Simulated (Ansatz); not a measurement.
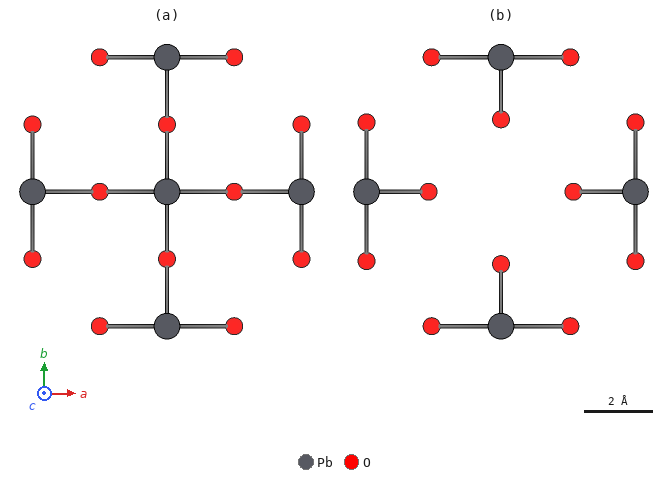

Left: perfect PbO. Right: the same region with one point defect, after relaxing the atoms in a supercell of 32 sites. A ball-and-stick model of the atoms within 5.4 Å of one point, in a slice 3.4 Å thick across the line of sight, seen along the c axis.

The calculation used Ansatz, DFT, PBE, plane-wave PAW, default files, scalar-relativistic. (plane-wave cutoff 420 eV; k-point mesh 3 × 3 × 2; occupations fermi dirac; smearing width 0.01 eV; no spin polarisation) A uniform background neutralises the charged cell. The axes drawn are those of the host's conventional cell.

Which defect is it?

Answer. A lead atom is taken out (a vacancy).

The charge state of the cell is −2.

How does the lattice respond?

Answer. Around the empty Pb site the host had 4 O at 2.31 Å; after relaxation the nearest atoms are 4 O at 2.47 Å. Of the host's atoms, an oxygen atom moves furthest from its site, by 0.16 Å. Relaxing the atoms from the host's sites lowers the energy by 0.80 eV.

Limits of the set-up: the periodic images lie only 7.9 Å apart, so the values are limited by the cell's size; the cell is charged, on a uniform background, and energies carry no finite-size correction.
